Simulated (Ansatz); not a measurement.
## KBr: an electron-density study

Space group Fm-3m.

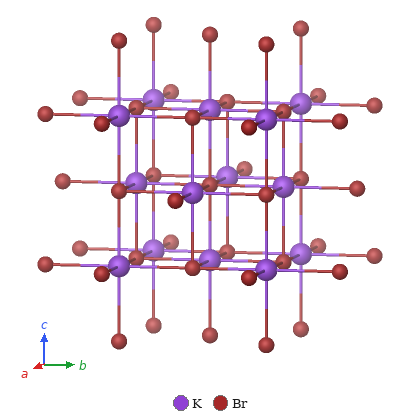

The conventional cell.

Input

```
crystal:
  lattice:
    - [0.0, 3.3, 3.3]
    - [3.3, 0.0, 3.3]
    - [3.3, 3.3, 0.0]
  atoms:
    - { symbol: K, position: [0.0, 0.0, 0.0] }
    - { symbol: Br, position: [0.5, 0.5, 0.5] }
basis:
  ecutwfc: 420
  fft_grid_basis: typed
kpoints:
  mp_grid: { grid: [8, 8, 8] }
hamiltonian:
  xc: pbe
  pseudopotentials: { kind: paw }
scf:
  occupations: { method: gaussian, width: 0.05 }
output:
  forces: true
  stress: true
  eigenvalues: true
  bader: true
  write_density: true
  volumetric_format: npy
  elf: true
```

Run with:

```sh
ansatz run input.yaml --threads 1 --pin off --max-ram 2560MiB --backend cpu --events-out ev --progress --plain --runs-dir out
```

The picture shows the conventional cell (a = 6.60 Å, b = 6.60 Å, c = 6.60 Å, α = 90.00°, β = 90.00°, γ = 90.00°).

Method: DFT PBE, scalar-relativistic, plane waves, PAW in Ansatz 0.2.0.

Core electrons are frozen (PAW), so the maps are meaningful between the atoms, not at the nuclei.

### 1. Bonding charge

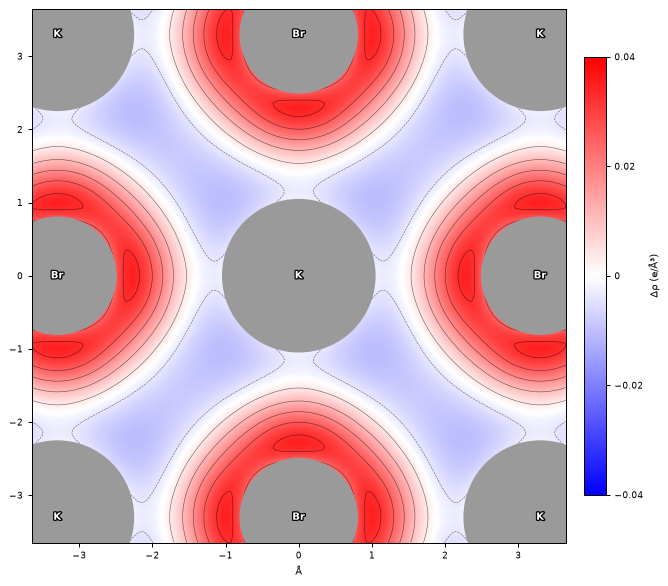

Bonding charge density, ρ(crystal) − Σ ρ(neutral atoms): a map on the (100) plane of the conventional cell, with grey discs over the atomic cores. Cores are masked to 1.0 Å (K) and 0.8 Å (Br).

Describe the bonding charge.

Br–K (3.30 Å): Δρ is +0.008 e/Å³ at the midpoint, so little or no bond charge builds up halfway. Over the whole cell, outside the masked cores, the largest gain, 0.03 e/Å³, lies 1.0 Å from a bromine nucleus, and the largest loss, 0.012 e/Å³, lies 1.6 Å from a potassium nucleus. In all about 0.17 e an atom is rearranged against the free atoms. Bader charges: K +0.83 and Br −0.83 e.

### 2. Change of volume

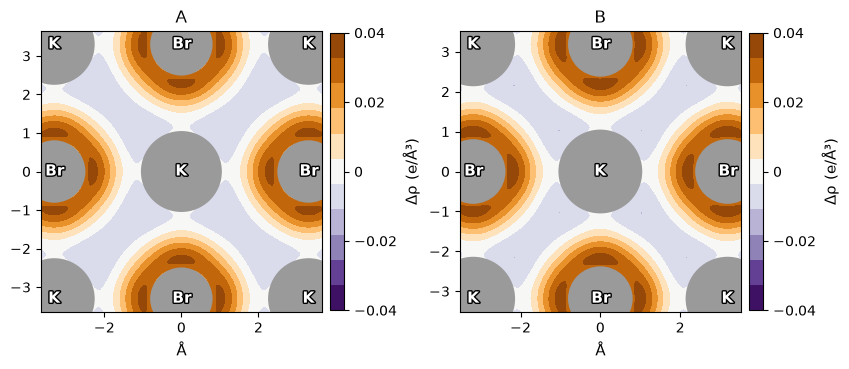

KBr: deformation density on the (001) plane of the conventional cell at two volumes, with the same fractional coordinates and one colour scale. Grey discs cover the cores. Panel B has 90 % of the volume of panel A.

What changes between the database cell and the scaled one?

From A to B, Br–K goes from 3.30 to 3.19 Å, and Δρ at its midpoint from +0.008 to +0.010 e/Å³.
The pressure is 0.7 GPa in A and 3.0 GPa in B.
Bader charges in A: K +0.83 and Br −0.83 e; in B: K +0.81 and Br −0.81 e.
The rearranged charge is 0.17 e an atom in A and 0.17 e in B.

### 3. Moving an atom

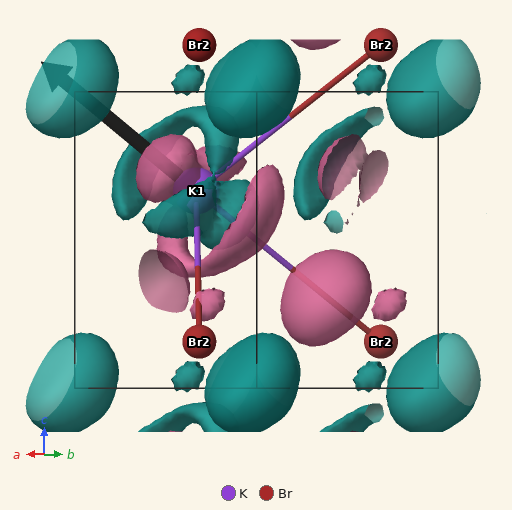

K1 was moved by 0.05 Å roughly along [1 −2 2] in the axes of the cell drawn (arrow, not to scale). Change of the density less the rigid motion of the neutral atom's own density: teal surfaces at +0.0005 and pink ones at −0.0005 e/Å³, in the cell of the calculation (origin moved) seen along [110].

Describe the electronic response.

About 0.01 e is rearranged in the cell. Outside the cores the largest gain lies at the edge of the masked core of Br, and the largest loss, 0.001 e/Å³, lies 1.0 Å from a bromine nucleus.

How much does the computed force on the atom change?

The force on it changes by 0.06 eV/Å along the move, against it: a stiffness of about 1.2 eV/Å² for this sublattice shift.

### 4. Taking out a sublattice

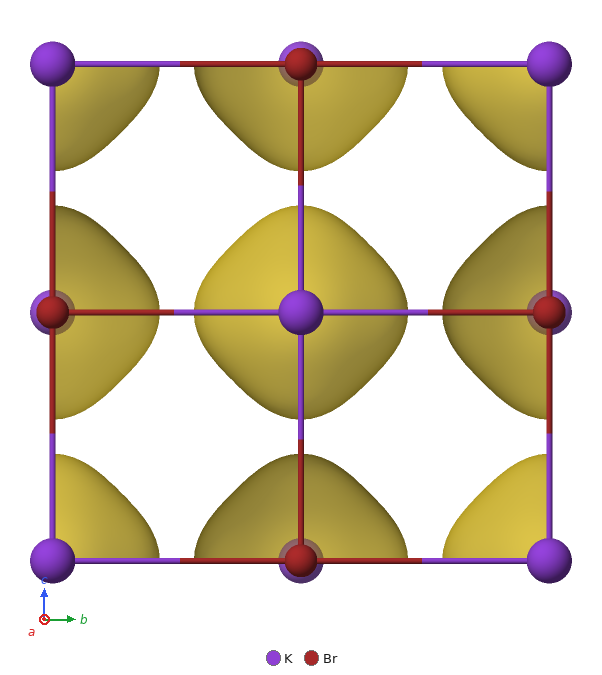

Density of the crystal less the densities of its K sublattice and of the rest (Br), each computed alone with the atoms in place (the rest with spin, the K sublattice without): yellow surfaces at +0.02, none at −0.02 e/Å³, in the conventional cell seen along the a axis (the regions close to the nuclei are left out). Cores are masked to 1.0 Å (K) and 0.8 Å (Br).

Which way does charge flow, and where does it go?

Over the whole cell, outside the masked cores, the largest gain, 0.03 e/Å³, lies 1.0 Å from a bromine nucleus, and the largest loss, 0.014 e/Å³, lies 2.8 Å from a potassium nucleus and 2.8 Å from a bromine one. About 0.3 e is rearranged for each K atom. By Bader's partition K carries +0.83 e, so it gives electrons to the rest.

What is E(crystal) − E(K sublattice) − E(rest) for each K atom?

E(crystal) − E(K sublattice) − E(rest) is −4.7 eV for each K atom (negative: bound). The references are the frozen sublattices, not the elements, so this isn't a formation energy. A moment in a sublattice run without spin would make it less negative.

### 5. Putting it together

Charge passes from K (Pauling electronegativity 0.82) to Br (2.96), the direction that the scale predicts; the Bader charges fall short of whole formal charges, as they usually do. The two pressures give a mean stiffness −ΔP/Δln V of about 21 GPa over this range, with the atoms held at their fractional positions.
